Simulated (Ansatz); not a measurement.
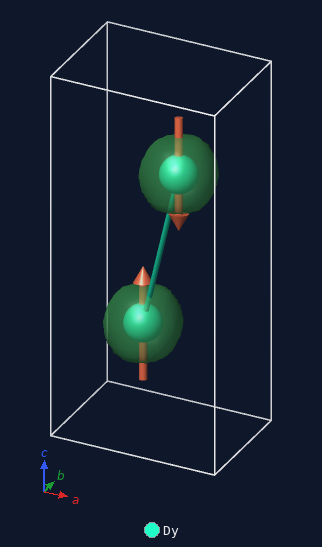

*Dy. Isosurface of the size of the magnetisation density at 0.8 e/Å³ (green), with the spin moments of the magnetic sites as arrows; seen slightly off an axis.*

Space group P6₃/mmc; set up as Dy, hcp; the SCF solution may not be the lowest one; no Hubbard U on the f states.

Level of theory: DFT, RPBE, plane waves (420 eV) with PAW, fully relativistic with spin-orbit coupling (Ansatz).

In a PAW calculation such maps are meaningful between the atoms, not at the nuclei.

**Describe the magnetic structure.**

Spin moments: Dy 4.4 μB. They are collinear, and cancel (antiferromagnetic), along [0 0 1] of the cell.
